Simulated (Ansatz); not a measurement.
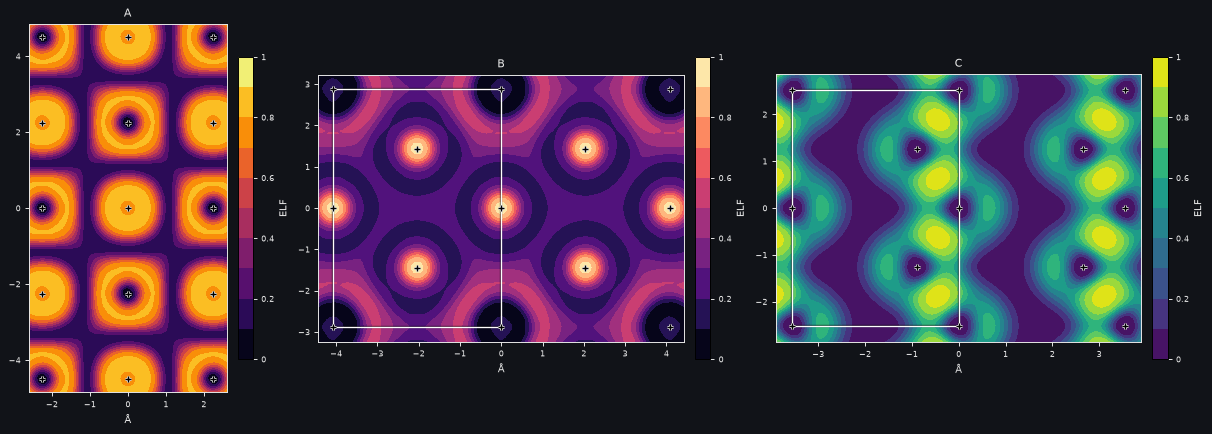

The electron localisation function of 3 systems, each on a plane through atoms (crosses mark nuclei in the plane).

All numbers below come from Ansatz 0.2.0, DFT PBEsol, scalar-relativistic, plane waves, PAW.

System 1: AlCu3, the (001) plane of the calculation cell. Space group Fm-3m; a structure from a database of computed crystals, not necessarily the ambient phase; computed without spin polarisation.

```yaml
crystal:
  lattice:
    - [0.00000, 2.88347, -2.88347]
    - [5.76694, 0.00000, 0.00000]
    - [-2.88347, -5.76694, -2.88347]
  atoms:
    - { symbol: Al, position: [0.66667, 0.66667, 0.33333] }
    - { symbol: Al, position: [0.00000, 0.00000, 0.00000] }
    - { symbol: Al, position: [0.33333, 0.33333, 0.66667] }
    - { symbol: Cu, position: [0.00000, 0.50000, 0.00000] }
    - { symbol: Cu, position: [0.33333, 0.83333, 0.66667] }
    - { symbol: Cu, position: [0.66667, 0.16667, 0.33333] }
    - { symbol: Cu, position: [0.16667, 0.41667, 0.33333] }
    - { symbol: Cu, position: [0.50000, 0.75000, 0.00000] }
    - { symbol: Cu, position: [0.83333, 0.08333, 0.66667] }
    - { symbol: Cu, position: [0.83333, 0.58333, 0.66667] }
    - { symbol: Cu, position: [0.16667, 0.91667, 0.33333] }
    - { symbol: Cu, position: [0.50000, 0.25000, 0.00000] }
```

System 2: C, the (101) plane of the conventional cell. Space group Fd-3m.

```
C
1.0
     3.55381    0.00000    0.00000
     0.00000    3.55381    0.00000
     0.00000    0.00000    3.55381
C
8
Cartesian
  0.0000 0.0000 0.0000
  1.7769 1.7769 0.0000
  1.7769 0.0000 1.7769
  0.0000 1.7769 1.7769
  0.8885 0.8885 0.8885
  2.6654 2.6654 0.8885
  2.6654 0.8885 2.6654
  0.8885 2.6654 2.6654
```

System 3: HfN, the (100) plane of the conventional cell. Space group Fm-3m; computed without spin polarisation.

```
CELL_PARAMETERS angstrom
4.50155 0.00000 0.00000
0.00000 4.50155 0.00000
0.00000 0.00000 4.50155
ATOMIC_POSITIONS crystal
Hf 0.00000 0.00000 0.00000
Hf 0.50000 0.50000 0.00000
Hf 0.50000 0.00000 0.50000
Hf 0.00000 0.50000 0.50000
N 0.50000 0.00000 0.00000
N 0.00000 0.50000 0.00000
N 0.00000 0.00000 0.50000
N 0.50000 0.50000 0.50000
```

Question: Which map belongs to which system?

Answer: Panel A is system 3, HfN: the plane holds Hf and N. Hf–N (2.25 Å): the ELF peaks at about 0.80 in the valence shell of N, 0.6 Å from its nucleus, and drops to about 0.15 between the two atoms (no shared electron pair shows on this line). Panel B is system 1, AlCu3: the plane holds Al and Cu. Al–Cu (2.50 Å): the ELF is about 0.40 at the midpoint. Panel C is system 2, C: the plane holds C. C–C (1.54 Å): the ELF peaks at about 0.95 between the atoms (a shared electron pair).
